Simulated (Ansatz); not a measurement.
## Single-point calculation, with input and output: Si$_{32}$C$_{33}$

Si$_{32}$C$_{33}$ (defect cell, 65 atoms in the cell), computed with DFT, r2SCAN, PAW, plane waves (Ansatz 0.2.0).

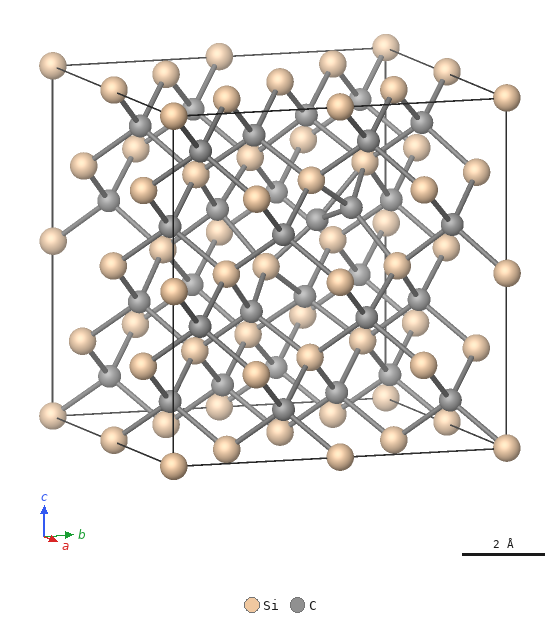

**Figure 1.** The structure as given in the input (ball-and-stick view of the cell of the calculation, seen slightly off an axis).

Input:
```yaml
crystal:
  lattice:
    - [8.713706, 0.000000, 0.000000]
    - [0.000000, 8.713706, 0.000000]
    - [0.000000, 0.000000, 8.713706]
  atoms:
    - { symbol: Si, position: [0.001518, 0.000638, 0.000764] }
    - { symbol: Si, position: [0.002571, 0.001116, 0.500063] }
    - { symbol: Si, position: [0.002546, 0.500030, 0.001260] }
    - { symbol: Si, position: [0.002702, 0.500345, 0.500542] }
    - { symbol: Si, position: [0.500007, 0.003121, 0.003217] }
    - { symbol: Si, position: [0.501649, 0.000583, 0.501255] }
    - { symbol: Si, position: [0.501714, 0.501128, 0.000661] }
    - { symbol: Si, position: [0.471316, 0.470199, 0.470400] }
    - { symbol: Si, position: [0.250583, 0.249987, 0.999312] }
    - { symbol: Si, position: [0.245045, 0.242568, 0.498353] }
    - { symbol: Si, position: [0.251382, 0.750539, 0.002765] }
    - { symbol: Si, position: [0.254652, 0.749378, 0.501401] }
    - { symbol: Si, position: [0.751251, 0.250469, 0.000019] }
    - { symbol: Si, position: [0.751281, 0.249533, 0.500770] }
    - { symbol: Si, position: [0.751182, 0.752324, 0.000990] }
    - { symbol: Si, position: [0.764725, 0.757693, 0.499890] }
    - { symbol: Si, position: [0.250642, 0.999192, 0.250151] }
    - { symbol: Si, position: [0.251413, 0.002617, 0.750624] }
    - { symbol: Si, position: [0.245165, 0.498247, 0.242701] }
    - { symbol: Si, position: [0.254610, 0.501243, 0.749629] }
    - { symbol: Si, position: [0.751206, 0.999905, 0.250563] }
    - { symbol: Si, position: [0.751209, 0.000783, 0.752485] }
    - { symbol: Si, position: [0.751266, 0.500663, 0.249732] }
    - { symbol: Si, position: [0.764742, 0.499743, 0.757625] }
    - { symbol: Si, position: [0.999673, 0.249142, 0.249254] }
    - { symbol: Si, position: [0.001618, 0.249729, 0.750814] }
    - { symbol: Si, position: [0.001633, 0.750695, 0.249927] }
    - { symbol: Si, position: [0.005349, 0.751333, 0.751466] }
    - { symbol: Si, position: [0.500437, 0.245761, 0.245894] }
    - { symbol: Si, position: [0.501761, 0.248576, 0.749216] }
    - { symbol: Si, position: [0.501777, 0.749148, 0.248679] }
    - { symbol: Si, position: [0.497551, 0.757748, 0.757868] }
    - { symbol: C, position: [0.126402, 0.125464, 0.125645] }
    - { symbol: C, position: [0.123734, 0.123955, 0.626464] }
    - { symbol: C, position: [0.123723, 0.626347, 0.124154] }
    - { symbol: C, position: [0.128851, 0.625485, 0.625648] }
    - { symbol: C, position: [0.627131, 0.125591, 0.125728] }
    - { symbol: C, position: [0.627748, 0.125085, 0.625616] }
    - { symbol: C, position: [0.627754, 0.625438, 0.125260] }
    - { symbol: C, position: [0.523865, 0.604716, 0.604783] }
    - { symbol: C, position: [0.376362, 0.374116, 0.123981] }
    - { symbol: C, position: [0.367182, 0.362279, 0.624562] }
    - { symbol: C, position: [0.376805, 0.876365, 0.126833] }
    - { symbol: C, position: [0.375928, 0.880886, 0.625982] }
    - { symbol: C, position: [0.876094, 0.375686, 0.125271] }
    - { symbol: C, position: [0.877512, 0.375015, 0.625056] }
    - { symbol: C, position: [0.876913, 0.876351, 0.126406] }
    - { symbol: C, position: [0.882490, 0.880176, 0.628376] }
    - { symbol: C, position: [0.376387, 0.123864, 0.374320] }
    - { symbol: C, position: [0.376788, 0.126657, 0.876467] }
    - { symbol: C, position: [0.367365, 0.624360, 0.362468] }
    - { symbol: C, position: [0.375886, 0.625883, 0.881046] }
    - { symbol: C, position: [0.876117, 0.125111, 0.375798] }
    - { symbol: C, position: [0.876910, 0.126266, 0.876532] }
    - { symbol: C, position: [0.877505, 0.624996, 0.375252] }
    - { symbol: C, position: [0.882416, 0.628264, 0.880243] }
    - { symbol: C, position: [0.125231, 0.373839, 0.373969] }
    - { symbol: C, position: [0.126984, 0.376301, 0.875096] }
    - { symbol: C, position: [0.127088, 0.874898, 0.376463] }
    - { symbol: C, position: [0.128690, 0.876800, 0.876929] }
    - { symbol: C, position: [0.627131, 0.369606, 0.369788] }
    - { symbol: C, position: [0.627502, 0.377528, 0.872966] }
    - { symbol: C, position: [0.627500, 0.872911, 0.377607] }
    - { symbol: C, position: [0.624911, 0.882166, 0.882328] }
    - { symbol: C, position: [0.662189, 0.656886, 0.656873] }
  symmetry: { detect: false }
kpoints:
  mp_grid: { grid: [1, 1, 1], shift: [0.25, 0.25, 0.25] }
hamiltonian:
  xc: r2scan
scf:
  occupations: { method: fermi_dirac, width: 0.01 }
output:
  forces: true
  eigenvalues: true
  populations: true
  eigenstates: { kpoints: [[0.25, 0.25, 0.25]], e_range: [-6.0, 6.0], localisation: true }
```

Output:
```
Pseudopotentials: kind: paw
Functional definition: r2SCAN
  parameter k0 = 0.174
  parameter k1 = 0.065
  parameter a1 = 4.9479
  exchange = r2scan_x(k0 = k0, k1 = k1, a1 = a1)
  correlation = r2scan_c
Crystal: 65 atoms, lattice volume = 661.620 Å³
Basis set: ecut = 500 eV, 16831 PW (Γ), exchange–correlation on 256×256×256 points (64 copies of the dense FFT grid, shifted against one another)
Bands: 195, of which v1, the nominal top of the filled ones, is band 130 counted from 1 (129 counted from 0)
Symmetry: 1 space group operations
k-points: 1
Non-local potential: Si, projectors of the file, l = 0: 2, l = 1: 2, l = 2: 2
Non-local potential: C, projectors of the file, l = 0: 2, l = 1: 2, l = 2: 1
PAW form: soft (Blöchl's): semilocal exchange-correlation on the pseudo side does not see the compensation charge
PAW frozen core: Si, regenerated for the run's functional (the file was generated under x = pbe(κ = 0.804, μ = 0.2195149727645171), c = pbe(β = 0.06672455060314922))
PAW frozen core: C, regenerated for the run's functional (the file was generated under x = pbe(κ = 0.804, μ = 0.2195149727645171), c = pbe(β = 0.06672455060314922))
PAW one-centre angular grid: Si, 302 points (default); XC on 160 Gauss nodes
PAW one-centre angular grid: C, 302 points (default); XC on 239 of its mesh's 2573 points in the sphere
Initial density: superposition of atomic densities (neutral atoms: chi_scale 0, normalization atom), corrected by the library's trained network
Initial wavefunctions: pseudopotential atomic-orbital guess
Functional: x = r2scan, c = r2scan; τ floored in thin density (d = 2e-4 eV/Å³)
SCF iter   1: F=—  HF=-28765.995285 eV  |F-HF|=—  |Δ(HF+E_count)|=         —  Δρ=1.01e-2  dr2=6.10e-1  dr2_τ=6.63e0  ethr=1.77e-3  ⟨swp⟩=6.0  Hψ=906  notcnv=0  defer=34
preconditioner: auto → Resta (q_TF=auto, 2.335 Å⁻¹)  ε∞=4.3  [insulator: Δε(μ)=1.327 eV  Ē_g=12.800 eV  σ=0.010 eV  W_gap=1.00  n_scr=146 (ndim 8)  ℏωp=23.3 eV  f_vac=0.000  D(μ)=0.00/eV (n_scr^D=0)  ε∞_Penn≈4.3]
SCF iter   2: F=—  HF=-28767.398316 eV  |F-HF|=—  |Δ(HF+E_count)|=    1.40e0  Δρ=6.34e-3  dr2=1.87e-1  dr2_τ=5.59e-3  ethr=2.35e-4  ⟨swp⟩=2.0  Hψ=359  notcnv=0  defer=61
SCF iter   3: F=—  HF=-28767.380798 eV  |F-HF|=—  |Δ(HF+E_count)|=   1.75e-2  Δρ=1.26e-3  dr2=1.36e-2  dr2_τ=2.50e-3  ethr=7.18e-5  ⟨swp⟩=2.0  Hψ=268  notcnv=0  defer=61
SCF iter   4: F=—  HF=-28767.377917 eV  |F-HF|=—  |Δ(HF+E_count)|=   2.88e-3  Δρ=3.41e-4  dr2=6.27e-4  dr2_τ=1.09e-4  ethr=5.22e-6  ⟨swp⟩=3.0  Hψ=269  notcnv=0  defer=61
SCF iter   5: F=—  HF=-28767.380198 eV  |F-HF|=—  |Δ(HF+E_count)|=   2.28e-3  Δρ=1.28e-4  dr2=1.38e-4  dr2_τ=9.51e-6  ethr=2.41e-7  ⟨swp⟩=2.0  Hψ=266  notcnv=0  defer=61
SCF iter   6: F=—  HF=-28767.380226 eV  |F-HF|=—  |Δ(HF+E_count)|=   2.73e-5  Δρ=3.80e-5  dr2=1.28e-5  dr2_τ=1.85e-6  ethr=5.29e-8  ⟨swp⟩=2.0  Hψ=264  notcnv=0  defer=61
SCF iter   7: F=—  HF=-28767.380024 eV  |F-HF|=—  |Δ(HF+E_count)|=   2.02e-4  Δρ=8.82e-6  dr2=4.26e-7  dr2_τ=3.46e-8  ethr=4.92e-9  ⟨swp⟩=2.0  Hψ=264  notcnv=0  defer=61
SCF iter   8: F=-28767.380024 eV  HF=-28767.380024 eV  |F-HF|=1.75e-8  |Δ(HF+E_count)|=   1.42e-7  Δρ=2.06e-6  dr2=3.54e-8  dr2_τ=3.77e-9  ethr=3.85e-11  ⟨swp⟩=14.0  Hψ=1230  notcnv=0
SCF 1 converged in 8 iterations: F = -28767.380024 eV  dr2 = 3.54e-8
  greatest PAW one-centre occupation: 0.725 electrons in one spin orbital (limit 2), on the C atom at site 39 (counted from 0), in its partial waves of l = 0
```

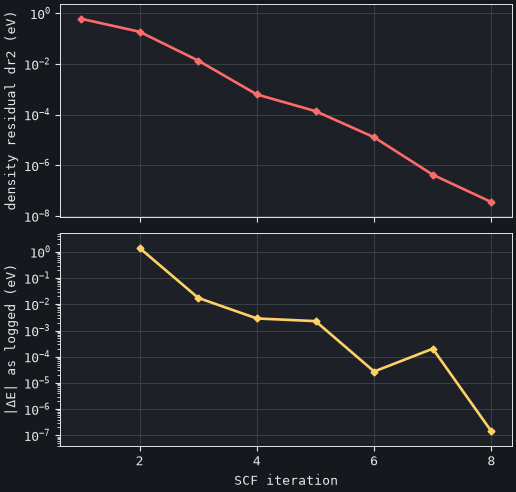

**Figure 2.** Convergence of the self-consistent field: density residual dr2 and size of the energy change against the SCF iteration. The residual falls at every step.

```
NSCF: frozen V_eff on 1 k-points
SCF converged after 8 iterations
Free energy (F): -28767.380024 eV
Harris-Foulkes:  -28767.380024 eV  (|F-HF|=1.75e-8)
Internal energy: -28767.380024 eV  (E = F + TS)
E sigma→0 (E₀):  -28767.380024 eV
Fermi energy:    11.288912 eV
--- Per-component energies (eV) ---
  E_band       = 848.922015
  E_kinetic    = 4465.800125
  E_local      = -3437.562929  (includes V_loc(G=0)·N_el)
  E_nonlocal   = 1644.843733
  E_hartree    = 1082.400410
  E_xc         = -3297.037396
  E_vxc        = -3870.913650  (∫ρ·V_xc dr)
  E_paw        = -19951.362257  (= ΣΔE_a)
  E_vpaw       = -300.436347  (= ΣTr[D̂ρ^β])
  E_aug_tail   = 0.000269  (compensation charges beyond the density's cutoff)
  E_vtau       = 182.392707  (kinetic-family band-sum trace: ∫τ·v_τ [+ j·A + Jᵃ·Aᵃ] dr)
  E_ewald      = -9271.198589
  E_core_change = -3.263389  (= ΣΔE_core)
  E_smearing   = -0.000000  (= −TS)
  E_closure    = -0.000000  (closes the sum)
  Σ components = -28767.380024   (vs F -28767.380024, Δ=0.00e0)
--- Forces (eV/Å), atoms counted from 1 ---
  atom   1  Si     0.00632751    -0.01085372    -0.00319915
  atom   2  Si     0.01137095    -0.01053090     0.07544261
  atom   3  Si     0.00452955     0.06114362    -0.00744039
  atom   4  Si     0.00150570    -0.00940804    -0.02382051
  atom   5  Si     0.08813044    -0.03563475    -0.02950906
  atom   6  Si    -0.00051323    -0.02261676     0.01494121
  atom   7  Si    -0.01525312     0.01148722    -0.01293104
  atom   8  Si     0.16412912     0.26729101     0.28098440
  atom   9  Si     0.02272757     0.01584007    -0.01799968
  atom  10  Si     0.03269972     0.05016555     0.10630596
  atom  11  Si     0.00879725    -0.00530542    -0.01461707
  atom  12  Si    -0.03841458     0.01502580    -0.02012556
  atom  13  Si    -0.00909842    -0.00149006     0.01214618
  atom  14  Si    -0.02309137     0.00780848    -0.00070356
  atom  15  Si     0.00608965     0.03411662    -0.00192569
  atom  16  Si    -0.07530733    -0.09212686     0.15980151
  atom  17  Si     0.01739952    -0.02129442     0.01956274
  atom  18  Si     0.00603752    -0.02048377    -0.00330634
  atom  19  Si     0.01774107     0.09904862     0.05219060
  atom  20  Si    -0.04353815    -0.02066522     0.00540602
  atom  21  Si     0.00279906     0.00922940    -0.00134693
  atom  22  Si     0.00320621     0.00901364     0.03333746
  atom  23  Si    -0.01740533    -0.00292131     0.01343095
  atom  24  Si    -0.08239942     0.16953397    -0.07832162
  atom  25  Si     0.00195784     0.02591258     0.02771831
  atom  26  Si     0.01743453     0.00736775    -0.01065476
  atom  27  Si     0.01585112    -0.01353885     0.00696147
  atom  28  Si    -0.00709676     0.02991977     0.02597803
  atom  29  Si     0.07627802     0.00228150     0.00446627
  atom  30  Si    -0.02559549     0.00651274    -0.01107646
  atom  31  Si    -0.02035879    -0.02244390     0.01436545
  atom  32  Si     0.19996881    -0.30035746    -0.30245400
  atom  33  C     -0.01109871    -0.00442587    -0.00932554
  atom  34  C     -0.00388537     0.00952824    -0.05465406
  atom  35  C      0.00486750    -0.05288923     0.00323882
  atom  36  C      0.01191624    -0.00853263    -0.00380442
  atom  37  C     -0.05484904     0.01230209     0.00235563
  atom  38  C     -0.00411565     0.00947475    -0.01550281
  atom  39  C     -0.00814885    -0.00832907     0.00571750
  atom  40  C     -0.01858136    -0.05199665    -0.04371574
  atom  41  C     -0.01839699    -0.01493494    -0.02187709
  atom  42  C     -0.00811934    -0.04704744    -0.11215133
  atom  43  C     -0.01772062     0.00615438     0.00116847
  atom  44  C     -0.02169473     0.06142618     0.01896740
  atom  45  C      0.01225535    -0.01113899    -0.00383057
  atom  46  C      0.02610904    -0.00520189     0.01954222
  atom  47  C     -0.00035216    -0.00107761     0.00729311
  atom  48  C      0.01115607     0.00765024    -0.08609409
  atom  49  C     -0.02894112    -0.01438467    -0.02670280
  atom  50  C     -0.01687613     0.01267992     0.00724708
  atom  51  C     -0.02693730    -0.09901198    -0.05619826
  atom  52  C     -0.01262916     0.01506771     0.06058464
  atom  53  C      0.00982255    -0.00162907    -0.01798330
  atom  54  C     -0.00082628     0.00564341    -0.00977764
  atom  55  C      0.02562258     0.01150443    -0.01061269
  atom  56  C      0.01523366    -0.08939923     0.00980840
  atom  57  C     -0.02724723    -0.02181725    -0.02745701
  atom  58  C     -0.01389065    -0.02374340     0.01691554
  atom  59  C     -0.02068491     0.02284995    -0.02775977
  atom  60  C     -0.01701825    -0.00203399    -0.00429173
  atom  61  C     -0.11270476    -0.00507338    -0.00806018
  atom  62  C      0.01220451    -0.02327841     0.02670282
  atom  63  C      0.00706883     0.02977992    -0.01796662
  atom  64  C     -0.04518359     0.07476364     0.07723351
  atom  65  C      0.00667817    -0.02491494    -0.01261932
  max |Σ_I F_I| component: 5.85e-5 eV/Å
--- Band table (eV) ---
  k-point 0: bands = ["-7.1294", "-6.2750", "-5.6261", "-5.6166", "-5.3143", "-4.8416", "-4.8355", "-4.6290", "-4.1630", "-4.0541", "-4.0384", "-3.7860", "-3.4447", "-3.4300", "-3.4272", "-3.3851", "-3.3497", "-3.1617", "-3.0614", "-3.0131", "-2.6993", "-2.4188", "-2.4172", "-2.2866", "-2.1178", "-2.0853", "-1.9843", "-1.9084", "-1.8814", "-1.8753", "-1.8280", "-1.8086", "0.2748", "0.8805", "1.0452", "1.0774", "1.5109", "1.7149", "1.7830", "1.8218",
      "1.9242", "1.9961", "2.0183", "2.0375", "2.0721", "2.0730", "2.0978", "2.1286", "2.4384", "2.5365", "2.5799", "2.6481", "2.6689", "2.6805", "3.5935", "3.6417", "3.8915", "3.9611", "4.0524", "4.0795", "4.1164", "4.1415", "4.2010", "4.2320", "4.2772", "4.3041", "4.5147", "4.5635", "4.5719", "4.9430", "5.0658", "5.2344", "5.2550", "5.5388", "5.5633", "5.6773", "5.7156", "5.7459", "5.7833", "5.8092",
      "5.8543", "5.8589", "5.9161", "5.9277", "5.9513", "5.9901", "6.0177", "6.2345", "6.2556", "6.3351", "6.3881", "6.4970", "6.5150", "6.7797", "6.8591", "6.8594", "6.9481", "7.0060", "7.0282", "7.0722", "7.2310", "7.2534", "7.3520", "7.3801", "7.3897", "7.4223", "7.4308", "7.4495", "7.4829", "7.5086", "7.5228", "7.7310", "7.7972", "7.8831", "7.9321", "8.0710", "8.0760", "8.1570", "8.2695", "8.3888",
      "8.3936", "8.4325", "8.4879", "8.7148", "8.7972", "8.8447", "9.0933", "9.1939", "9.2121", "10.6785", "11.9007", "11.9200", "12.1946", "12.5179", "13.2703", "13.4950", "13.6381", "13.9988", "14.1619", "14.2124", "14.2916", "14.2937", "14.3575", "14.3775", "14.5070", "14.7550", "15.0994", "15.2274", "15.2316", "15.2625", "15.3244", "15.3291", "15.3621", "15.4333", "15.4676", "15.4718", "15.5636", "15.6385", "15.6649", "15.7657",
      "15.8394", "16.1964", "16.2824", "16.4112", "16.4733", "16.5713", "16.7481", "16.7878", "16.8806", "17.2291", "17.2694", "17.3480", "17.3894", "17.4498", "17.4931", "17.5380", "17.5561", "17.5594", "17.6223", "17.6709", "17.6970", "17.7007", "17.7427", "17.7824", "17.8292", "17.9199", "17.9445", "17.9711", "18.0135", "18.0516", "18.1014", "18.1317", "18.1745", "18.1916", "18.2430"]
--- Löwdin populations: 65 sites ---
  site symbol       q [e]
     0     Si      2.8957
     1     Si      2.8881
     2     Si      2.8883
     3     Si      2.8964
     4     Si      2.8906
     5     Si      2.8977
     6     Si      2.8979
     7     Si      2.8799
     8     Si      2.8960
     9     Si      2.8827
    10     Si      2.8901
    11     Si      2.8850
    12     Si      2.8969
    13     Si      2.8868
    14     Si      2.8888
    15     Si      2.8603
    16     Si      2.8959
    17     Si      2.8900
    18     Si      2.8829
    19     Si      2.8851
    20     Si      2.8968
    21     Si      2.8887
    22     Si      2.8870
    23     Si      2.8605
    24     Si      2.8974
    25     Si      2.8975
    26     Si      2.8976
    27     Si      2.8885
    28     Si      2.8904
    29     Si      2.8942
    30     Si      2.8939
    31     Si      2.8080
    32      C      5.0229
    33      C      5.0350
    34      C      5.0349
    35      C      5.0159
    36      C      5.0320
    37      C      5.0225
    38      C      5.0226
    39      C      4.3802
    40      C      5.0250
    41      C      4.9970
    42      C      5.0243
    43      C      5.0226
    44      C      5.0221
    45      C      5.0239
    46      C      5.0204
    47      C      5.0155
    48      C      5.0251
    49      C      5.0242
    50      C      4.9970
    51      C      5.0225
    52      C      5.0222
    53      C      5.0204
    54      C      5.0236
    55      C      5.0153
    56      C      5.0236
    57      C      5.0245
    58      C      5.0245
    59      C      5.0261
    60      C      5.0428
    61      C      5.0199
    62      C      5.0200
    63      C      5.0442
    64      C      4.7549
  spilling = 0.010679 (of n_electrons = 260.000000)
```

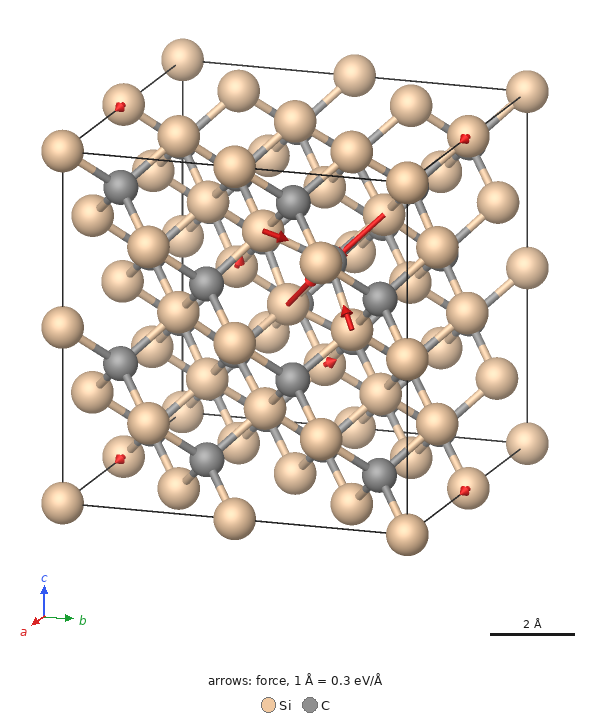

**Figure 3.** Forces on the atoms as red arrows (ball-and-stick view of the cell of the calculation, seen slightly off an axis); the smallest are left out. The largest act on Si32 (0.47 eV/Å); Si8 (0.42 eV/Å); Si16, Si24 (0.20 eV/Å). Atoms are counted from 1 in the order of the input and aren't labelled in the picture. 

Results in brief:

| quantity | value |
| --- | --- |
| outcome | converged |
| electrons treated | 260 |
| free energy | −28767.3800 eV |
| Fermi energy | 11.289 eV |
| largest force (length of the vector) | 0.471 eV/Å |
| hardware | 1 × NVIDIA GB300, 8 threads of Arm Neoverse-V2, shared host |
| wall time | 3.4 s (CPU time 8.5 s) |
| peak memory | 2.6 GiB |

The k-point mesh is coarse for a cell of this size, so the results may not be converged.
